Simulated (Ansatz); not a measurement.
Take the following structure.

```
CELL_PARAMETERS angstrom
2.78880 0.00000 0.00000
0.00000 2.78880 0.00000
0.00000 0.00000 2.78880
ATOMIC_POSITIONS crystal
Co 0.00000 0.00000 0.00000
Co 0.50000 0.50000 0.50000
```

Summarise the structure in words.

The element is cobalt. The atoms follow space group Im-3m (No. 229); the Bravais lattice is body-centred cubic. It belongs to the family called body-centred cubic (W type). The cell holds two atoms. Co is coordinated by eight Co in a cubic arrangement at 2.42 Å. The bonds build a three-dimensional framework.

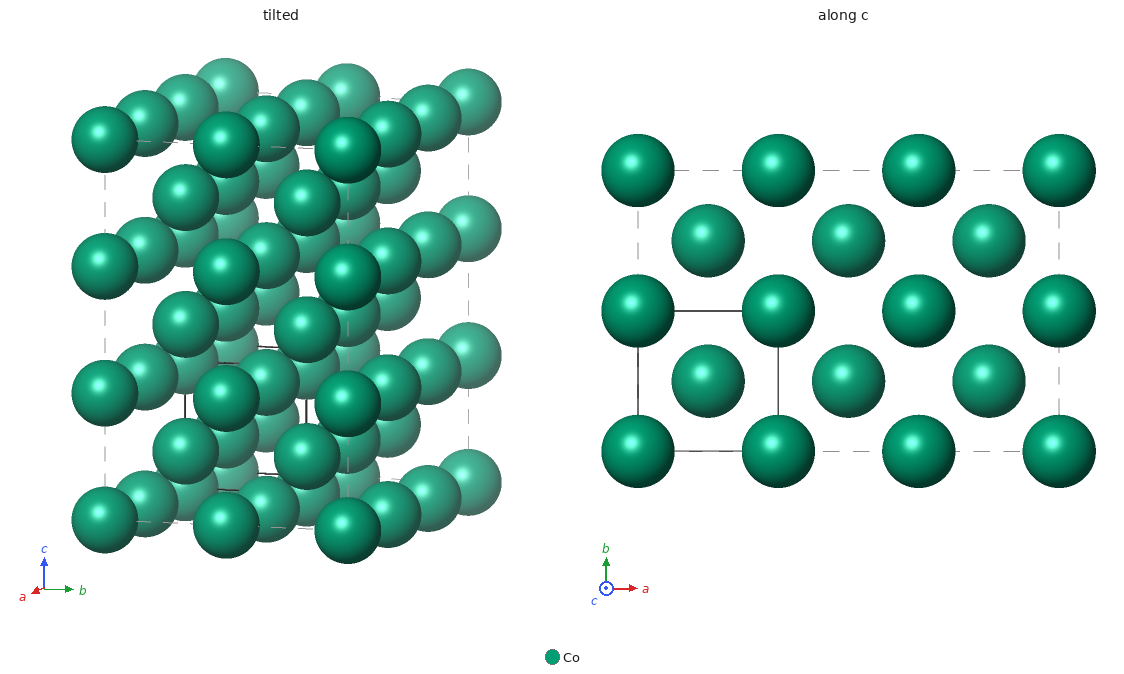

Shown here is a spheres-only view of the crystal, taken slightly off an axis and along the c axis. The conventional unit cell (solid box) is repeated to 3×2×3 cells. Colours: cobalt teal.

Origin of the cell: a structure listed in the Materials Project, with elements exchanged, so it need not be a known form of the compound. The geometry comes from a coarse first relaxation with Ansatz, DFT r2SCAN, scalar-relativistic, plane waves, PAW.
